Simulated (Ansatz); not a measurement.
## Geometry relaxation of C₂₀H (part 3 of 3)

The same run, continued: C₂₀H (slab, 21 atoms in the cell); DFT PBE, scalar-relativistic, plane waves, PAW, PAW set soft_1, spin-polarised (Ansatz 0.2.0); cutoff 420 eV, 5×8×1 k-mesh, Gaussian smearing of 0.05 eV, collinear spins. The structure derives from an entry of the Crystallography Open Database. The input holds or restrains some coordinates. Forces given for the steps count only the free coordinates.

Geometry of the input (Å; fractional positions):
```
5.0509  0.0000  0.0000
0.0000  3.5715  0.0000
0.0000  0.0000  20.3790
C  0.2500  0.0000  0.1963
C  0.7500  0.0000  0.1963
C  0.0000  0.2500  0.1963
C  0.5000  0.2500  0.1963
C  0.0000  0.5000  0.2582
C  0.5000  0.5000  0.2582
C  0.2500  0.7500  0.2582
C  0.7500  0.7500  0.2582
C  0.2500  0.0025  0.3199
C  0.7500  0.0025  0.3199
C  0.0000  0.2475  0.3199
C  0.5000  0.2475  0.3199
C  0.0000  0.5097  0.3836
C  0.5000  0.5097  0.3836
C  0.2500  0.7403  0.3836
C  0.7500  0.7403  0.3836
C  0.2500  0.0295  0.4357
C  0.7500  0.0295  0.4357
C  0.0000  0.2205  0.4357
C  0.5000  0.2205  0.4357
H  0.3750  0.5295  0.4651
```

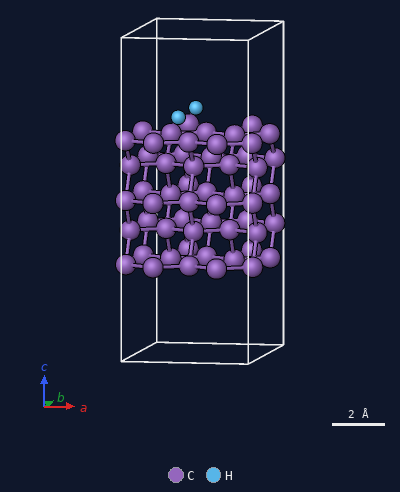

**Figure 1.** The geometry at step 3 of the log (ball-and-stick view of the 1 × 2 repeat of the cell, with the vacuum cut short, seen slightly off an axis).

Output, continued:
```
--- Forces (eV/Å), atoms counted from 1 ---
  atom   1  C      0.02887995     4.07984284     1.01146085
  atom   2  C     -0.03555249     4.00299736     1.02405362
  atom   3  C      0.03060015    -3.99936963     0.99212785
  atom   4  C     -0.02295259    -4.08263993     0.97316265
  atom   5  C     -0.00715405     0.89858948    -1.03256092
  atom   6  C      0.00756861     0.85367579    -1.09803281
  atom   7  C     -0.00321404    -0.91395665    -1.06322809
  atom   8  C     -0.00054063    -0.93402608    -1.04365311
  atom   9  C      0.07082068    -0.20785810    -0.05962238
  atom  10  C     -0.06842802    -0.07297462    -0.06980671
  atom  11  C     -0.02100593     0.08524841     0.07076426
  atom  12  C      0.02168014     0.50813437    -0.08034765
  atom  13  C      0.06212242     0.08347577    -0.28408967
  atom  14  C      0.02012755    -0.95469674    -2.76920431
  atom  15  C     -0.10423177     0.55504698    -0.91166265
  atom  16  C     -0.14898132     0.23967314    -0.02468194
  atom  17  C     -0.57031435    -2.40460778     0.08228044
  atom  18  C      1.08801649    -0.00812816     0.66059678
  atom  19  C     -0.28936820    -0.41465463     0.66132069
  atom  20  C     -1.81585995     3.75186105     2.98522906
  atom  21  H      1.75778716    -1.06561662    -0.02410321
  max |Σ_I F_I| component: 1.63e-5 eV/Å
--- Band table (eV; the first three rows and the last of 42) ---
  k-point 0 ↑: bands = ["-21.0602", "-19.2254", "-16.6744", "-16.6412", "-16.1975", "-14.9502", "-14.8757", "-13.4337", "-12.6516", "-12.3511", "-12.0917", "-11.9610", "-10.6540", "-9.6252", "-9.5725", "-8.7586", "-8.6664", "-8.5172", "-7.6551", "-7.6072", "-7.5734", "-7.3620", "-6.7410", "-6.7353", "-6.5274", "-5.7922", "-5.7039", "-5.6854", "-5.0873", "-4.9608", "-4.6531", "-4.6087", "-3.5616", "-3.1248", "-2.0067", "-1.7223", "-0.9457", "-0.5654", "-0.4080", "-0.2616", "0.3114", "1.1285", "1.9281", "3.3446", "4.2514", "5.0388", "5.2398", "5.6327", "5.6433", "6.0208", "6.4079", "6.5058", "6.5401", "6.6144", "6.7980", "7.0402", "7.7301", "7.8231", "8.3246", "8.3684", "8.4511", "8.6478"]
  k-point 1 ↑: bands = ["-20.9183", "-19.0889", "-16.5516", "-16.5181", "-16.0946", "-14.8374", "-14.7614", "-14.4373", "-13.6430", "-12.0294", "-11.8941", "-11.1263", "-10.5849", "-10.1772", "-10.1609", "-9.5353", "-9.4079", "-8.8708", "-7.5735", "-7.1016", "-7.0254", "-6.5626", "-6.4156", "-6.3926", "-6.3581", "-6.0148", "-5.8931", "-5.8711", "-4.9548", "-4.7384", "-4.4843", "-4.3208", "-3.6755", "-3.1310", "-1.9285", "-1.7443", "-0.7840", "-0.7290", "-0.4974", "-0.2116", "0.1908", "1.2128", "1.8385", "2.7529", "4.4435", "5.1719", "5.4583", "5.8278", "6.0287", "6.3170", "6.4892", "6.5239", "6.6302", "6.9149", "6.9649", "7.3029", "7.6875", "8.0064", "8.5133", "8.5676", "8.9946", "9.0435"]
  k-point 2 ↑: bands = ["-20.4946", "-18.6829", "-16.2043", "-16.1676", "-16.0870", "-15.8046", "-14.6723", "-14.5061", "-14.4315", "-11.8743", "-11.7928", "-11.4358", "-11.3937", "-11.1331", "-10.3984", "-10.3503", "-10.2532", "-8.7753", "-7.1061", "-6.9422", "-6.8694", "-6.5229", "-6.4824", "-6.0851", "-5.9990", "-5.6652", "-5.2264", "-5.1581", "-4.6563", "-4.5186", "-4.3687", "-3.8955", "-3.2233", "-3.0831", "-2.4235", "-1.7504", "-1.4094", "-0.6852", "-0.3320", "0.0118", "0.3145", "1.3711", "1.4239", "1.8956", "4.6521", "5.4640", "6.0041", "6.3289", "6.5161", "6.8428", "6.9142", "7.1893", "7.3665", "7.4024", "7.5175", "7.9597", "8.0347", "8.5072", "8.8847", "8.9350", "9.1620", "9.2466"]
  k-point 20 ↓: bands = ["-20.1887", "-19.2931", "-18.3720", "-17.4947", "-15.4111", "-14.5668", "-13.8848", "-13.6003", "-13.0304", "-12.4238", "-11.7555", "-11.0501", "-10.9568", "-10.5707", "-9.0286", "-8.6401", "-8.5756", "-8.3576", "-8.1727", "-7.7578", "-7.0761", "-6.8011", "-6.7030", "-6.2152", "-6.1866", "-5.9100", "-5.6617", "-5.4599", "-5.3220", "-5.0925", "-4.5461", "-4.4192", "-4.0659", "-3.7434", "-3.6117", "-3.1922", "-2.4064", "-1.2030", "-0.9623", "-0.7984", "1.4716", "1.7887", "2.4297", "2.8587", "4.4289", "5.5741", "5.7842", "6.2074", "6.5005", "6.7417", "6.9976", "7.3811", "7.5085", "7.8467", "8.0925", "8.2670", "8.3868", "8.6155", "8.8024", "8.9620", "9.2274", "9.3910"]
--- Relaxed structure (4 steps of the walk, 4 accepted, 0 SCFs on fresh bases) ---
  F+E_penalty+E_count = -5018.40915403 eV   max|allowed force component| = 2.410e-2 eV/Å
  atoms:
    - { symbol: C, position: [0.24999999999999997, 0.0, 0.1962800878] }
    - { symbol: C, position: [0.75, 0.0, 0.1962800878] }
    - { symbol: C, position: [0.0, 0.25, 0.1962800878] }
    - { symbol: C, position: [0.49999999999999994, 0.25, 0.1962800878] }
    - { symbol: C, position: [0.0, 0.5, 0.2582424294] }
    - { symbol: C, position: [0.49999999999999994, 0.5, 0.2582424294] }
    - { symbol: C, position: [0.24999999999999997, 0.75, 0.2582424294] }
    - { symbol: C, position: [0.75, 0.75, 0.2582424294] }
    - { symbol: C, position: [0.24999999999999997, 0.0024640218, 0.3199149169] }
    - { symbol: C, position: [0.75, 0.0024640218, 0.3199149169] }
    - { symbol: C, position: [0.0, 0.24753597820000003, 0.3199149169] }
    - { symbol: C, position: [0.49999999999999994, 0.24753597820000003, 0.3199149169] }
    - { symbol: C, position: [0.0, 0.5097084369, 0.3835991966] }
    - { symbol: C, position: [0.49999999999999994, 0.5097084369, 0.3835991966] }
    - { symbol: C, position: [0.24999999999999997, 0.7402915631, 0.3835991966] }
    - { symbol: C, position: [0.75, 0.7402915631, 0.3835991966] }
    - { symbol: C, position: [0.24999999999999997, 0.0294931925, 0.4356947474] }
    - { symbol: C, position: [0.75, 0.0294931925, 0.4356947474] }
    - { symbol: C, position: [0.0, 0.2205068075, 0.4356947474] }
    - { symbol: C, position: [0.49999999999999994, 0.2205068075, 0.4356947474] }
    - { symbol: H, position: [0.375, 0.5294931925, 0.47691992197939503] }
--- Löwdin populations: 21 sites ---
  site symbol       q [e]    m [muB]
     0      C      3.9848    -0.6822
     1      C      3.9851    -0.6726
     2      C      3.9830     0.6817
     3      C      3.9845     0.6923
     4      C      3.9598    -0.0706
     5      C      3.9616    -0.0683
     6      C      3.9624     0.0687
     7      C      3.9612     0.0693
     8      C      3.9865    -0.0252
     9      C      3.9873    -0.0185
    10      C      3.9923     0.0221
    11      C      3.9936     0.0273
    12      C      3.9574     0.0118
    13      C      3.9509     0.0079
    14      C      3.9685    -0.0048
    15      C      3.9606    -0.0121
    16      C      4.0137     0.0575
    17      C      3.9844     0.1731
    18      C      3.9961    -0.1353
    19      C      4.0363    -0.0169
    20      H      0.8867     0.0037
  spilling = 0.006214 (of n_electrons = 81.000000)
```

File populations.tsv:
```
# site	symbol	l	j	q_up	q_dn
# orbitals = lowdin
# n_electrons = 81.000000
# spilling = 0.006214
0	C	0_2S	-	0.481246	0.571859
0	C	1_2P	-	1.170067	1.761659
1	C	0_2S	-	0.482350	0.571631
1	C	1_2P	-	1.173928	1.757227
2	C	0_2S	-	0.572222	0.480960
2	C	1_2P	-	1.760122	1.169652
3	C	0_2S	-	0.572357	0.479642
3	C	1_2P	-	1.766012	1.166471
4	C	0_2S	-	0.468112	0.481497
4	C	1_2P	-	1.476525	1.533703
5	C	0_2S	-	0.468918	0.481287
5	C	1_2P	-	1.477745	1.533657
6	C	0_2S	-	0.481497	0.468982
6	C	1_2P	-	1.534057	1.477863
7	C	0_2S	-	0.481561	0.468217
7	C	1_2P	-	1.533696	1.477725
8	C	0_2S	-	0.478567	0.482305
8	C	1_2P	-	1.502052	1.523527
9	C	0_2S	-	0.480233	0.482969
9	C	1_2P	-	1.504185	1.519909
10	C	0_2S	-	0.483585	0.479782
10	C	1_2P	-	1.523609	1.505326
11	C	0_2S	-	0.481486	0.477565
11	C	1_2P	-	1.528933	1.505575
12	C	0_2S	-	0.466180	0.464113
12	C	1_2P	-	1.518453	1.508687
13	C	0_2S	-	0.468387	0.466426
13	C	1_2P	-	1.511046	1.505081
14	C	0_2S	-	0.464764	0.466017
14	C	1_2P	-	1.517092	1.520599
15	C	0_2S	-	0.463143	0.465208
15	C	1_2P	-	1.511063	1.521141
16	C	0_2S	-	0.476065	0.470032
16	C	1_2P	-	1.559548	1.508102
17	C	0_2S	-	0.480350	0.466097
17	C	1_2P	-	1.598394	1.439576
18	C	0_2S	-	0.467843	0.478610
18	C	1_2P	-	1.462555	1.587052
19	C	0_2S	-	0.462863	0.465727
19	C	1_2P	-	1.546828	1.560860
20	H	0_1S	-	0.445196	0.441521
```

Trajectory as extended XYZ (Å, eV, eV/Å), 4 frames, from step=1 to step=4:
```
21
Lattice="5.0509 0.0000 0.0000 0.0000 3.5715 0.0000 0.0000 0.0000 20.3790" Properties=species:S:1:pos:R:3:forces:R:3 step=1 energy=-5018.23375
C     1.2627    0.0000    4.0000    0.0373   4.0903   1.0205
C     3.7882    0.0000    4.0000   -0.0496   4.0050   1.0304
C     0.0000    0.8929    4.0000    0.0378  -4.0029   0.9929
C     2.5255    0.8929    4.0000   -0.0237  -4.0986   0.9695
C     0.0000    1.7858    5.2627   -0.0105   0.8980  -1.0327
C     2.5255    1.7858    5.2627    0.0071   0.8454  -1.1215
C     1.2627    2.6787    5.2627   -0.0034  -0.9131  -1.0829
C     3.7882    2.6787    5.2627    0.0012  -0.9394  -1.0622
C     1.2627    0.0088    6.5196    0.0784  -0.1959  -0.0894
C     3.7882    0.0088    6.5196   -0.1006  -0.0510  -0.0577
C     0.0000    0.8841    6.5196   -0.0129   0.0703   0.0856
C     2.5255    0.8841    6.5196    0.0302   0.5465  -0.1917
C     0.0000    1.8204    7.8174    0.0475   0.0516  -0.2897
C     2.5255    1.8204    7.8174    0.1549  -1.0484  -3.6131
C     1.2627    2.6440    7.8174   -0.2098   0.6485  -1.2018
C     3.7882    2.6440    7.8174   -0.1774   0.2987  -0.0029
C     1.2627    0.1053    8.8790   -0.6361  -2.4672  -0.0033
C     3.7882    0.1053    8.8790    1.1764   0.0936   0.7514
C     0.0000    0.7876    8.8790   -0.2637  -0.4840   0.6661
C     2.5255    0.7876    8.8790   -2.1076   3.8111   2.6845
H     1.8941    1.8911    9.4790    2.0245  -1.1582   1.5484
21
Lattice="5.0509 0.0000 0.0000 0.0000 3.5715 0.0000 0.0000 0.0000 20.3790" Properties=species:S:1:pos:R:3:forces:R:3 step=2 energy=-5018.39803
C     1.2627    0.0000    4.0000    0.0306   4.0830   1.0134
C     3.7882    0.0000    4.0000   -0.0387   4.0038   1.0256
C     0.0000    0.8929    4.0000    0.0325  -4.0003   0.9924
C     2.5255    0.8929    4.0000   -0.0233  -4.0870   0.9713
C     0.0000    1.7858    5.2627   -0.0078   0.8988  -1.0327
C     2.5255    1.7858    5.2627    0.0075   0.8518  -1.1056
C     1.2627    2.6787    5.2627   -0.0038  -0.9142  -1.0678
C     3.7882    2.6787    5.2627    0.0002  -0.9363  -1.0477
C     1.2627    0.0088    6.5196    0.0723  -0.2064  -0.0665
C     3.7882    0.0088    6.5196   -0.0757  -0.0665  -0.0682
C     0.0000    0.8841    6.5196   -0.0194   0.0802   0.0744
C     2.5255    0.8841    6.5196    0.0249   0.5228  -0.1062
C     0.0000    1.8204    7.8174    0.0602   0.0792  -0.2864
C     2.5255    1.8204    7.8174    0.0472  -0.9836  -2.9923
C     1.2627    2.6440    7.8174   -0.1240   0.5713  -0.9845
C     3.7882    2.6440    7.8174   -0.1582   0.2521  -0.0178
C     1.2627    0.1053    8.8790   -0.5871  -2.4455   0.0524
C     3.7882    0.1053    8.8790    1.1171   0.0137   0.6847
C     0.0000    0.7876    8.8790   -0.2845  -0.4315   0.6638
C     2.5255    0.7876    8.8790   -1.9188   3.8279   2.9299
H     1.8941    1.8911    9.6531    1.8485  -1.1136   0.3676
21
Lattice="5.0509 0.0000 0.0000 0.0000 3.5715 0.0000 0.0000 0.0000 20.3790" Properties=species:S:1:pos:R:3:forces:R:3 step=3 energy=-5018.40915
C     1.2627    0.0000    4.0000    0.0288   4.0798   1.0114
C     3.7882    0.0000    4.0000   -0.0354   4.0030   1.0240
C     0.0000    0.8929    4.0000    0.0306  -3.9994   0.9922
C     2.5255    0.8929    4.0000   -0.0229  -4.0827   0.9731
C     0.0000    1.7858    5.2627   -0.0072   0.8986  -1.0326
C     2.5255    1.7858    5.2627    0.0076   0.8540  -1.0983
C     1.2627    2.6787    5.2627   -0.0034  -0.9139  -1.0632
C     3.7882    2.6787    5.2627   -0.0004  -0.9340  -1.0437
C     1.2627    0.0088    6.5196    0.0704  -0.2080  -0.0596
C     3.7882    0.0088    6.5196   -0.0680  -0.0731  -0.0698
C     0.0000    0.8841    6.5196   -0.0210   0.0851   0.0708
C     2.5255    0.8841    6.5196    0.0217   0.5081  -0.0802
C     0.0000    1.8204    7.8174    0.0621   0.0835  -0.2840
C     2.5255    1.8204    7.8174    0.0202  -0.9544  -2.7692
C     1.2627    2.6440    7.8174   -0.1043   0.5549  -0.9117
C     3.7882    2.6440    7.8174   -0.1490   0.2396  -0.0246
C     1.2627    0.1053    8.8790   -0.5707  -2.4047   0.0823
C     3.7882    0.1053    8.8790    1.0883  -0.0082   0.6606
C     0.0000    0.7876    8.8790   -0.2894  -0.4146   0.6614
C     2.5255    0.7876    8.8790   -1.8156   3.7518   2.9850
H     1.8941    1.8911    9.7192    1.7577  -1.0654  -0.0239
21
Lattice="5.0509 0.0000 0.0000 0.0000 3.5715 0.0000 0.0000 0.0000 20.3790" Properties=species:S:1:pos:R:3:forces:R:3 step=4 energy=-5018.40915
C     1.2627    0.0000    4.0000    0.0289   4.0798   1.0115
C     3.7882    0.0000    4.0000   -0.0356   4.0030   1.0241
C     0.0000    0.8929    4.0000    0.0306  -3.9994   0.9921
C     2.5255    0.8929    4.0000   -0.0230  -4.0826   0.9732
C     0.0000    1.7858    5.2627   -0.0072   0.8986  -1.0326
C     2.5255    1.7858    5.2627    0.0076   0.8537  -1.0980
C     1.2627    2.6787    5.2627   -0.0032  -0.9140  -1.0632
C     3.7882    2.6787    5.2627   -0.0005  -0.9340  -1.0437
C     1.2627    0.0088    6.5196    0.0708  -0.2079  -0.0596
C     3.7882    0.0088    6.5196   -0.0684  -0.0730  -0.0698
C     0.0000    0.8841    6.5196   -0.0210   0.0852   0.0708
C     2.5255    0.8841    6.5196    0.0217   0.5081  -0.0803
C     0.0000    1.8204    7.8174    0.0621   0.0835  -0.2841
C     2.5255    1.8204    7.8174    0.0201  -0.9547  -2.7692
C     1.2627    2.6440    7.8174   -0.1042   0.5550  -0.9117
C     3.7882    2.6440    7.8174   -0.1490   0.2397  -0.0247
C     1.2627    0.1053    8.8790   -0.5703  -2.4046   0.0823
C     3.7882    0.1053    8.8790    1.0880  -0.0081   0.6606
C     0.0000    0.7876    8.8790   -0.2894  -0.4147   0.6613
C     2.5255    0.7876    8.8790   -1.8159   3.7519   2.9852
H     1.8941    1.8911    9.7192    1.7578  -1.0656  -0.0241
```

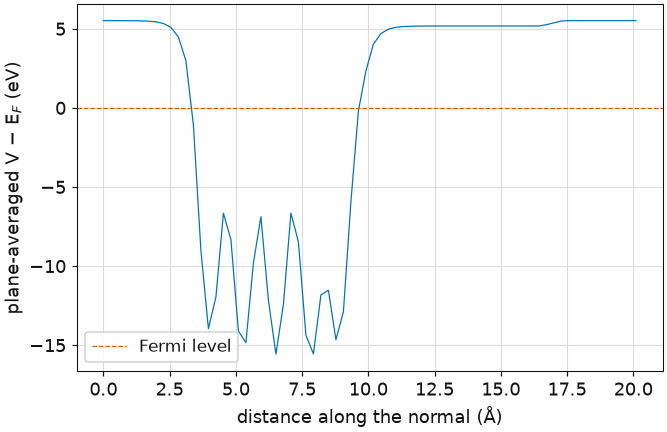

**Figure 2.** Plane average of the electrostatic potential energy of an electron across the cell, from the Fermi level. The vacuum level lies 5.17 eV above the Fermi level on the upper side and 5.51 eV on the lower.

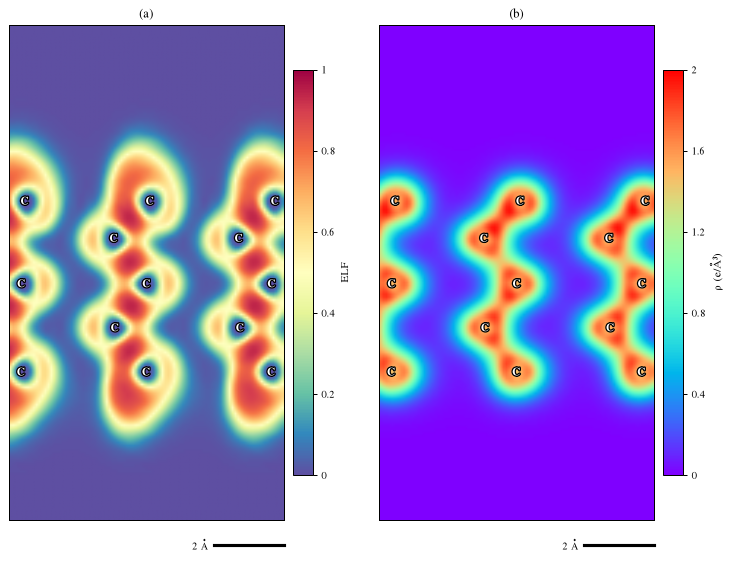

**Figure 3.** (a) ELF; (b) valence electron density on the (100) plane of the calculation cell, a cut from vacuum to vacuum. Atoms in the plane: C. The density dies away to nearly zero in the vacuum. The fields are those of the smooth PAW valence density.

Key numbers:

| quantity | value |
| --- | --- |
| outcome | converged under the restraints of the input |
| electrons treated | 81 |
| free energy | −5018.4092 eV |
| work function, top face | 5.17 eV |
| work function, bottom face | 5.51 eV |
| Fermi energy | 0.622 eV |
| gap on the k-point mesh | none (metallic) |
| net moment of the cell | 0.11 μB |
| integrated absolute moment | 2.99 μB |
| final volume | 367.63 Å³ |
| work function (upper face) | 5.17 eV |
| largest force (length of the vector) at the end, held atoms and coordinates included | 5.127 eV/Å |
| wall time | 5.2 min (CPU time 10 min) |
| peak memory | 1.1 GiB |

Remarks:

The program warns: the exchange-correlation potential is rough where the density is thin.
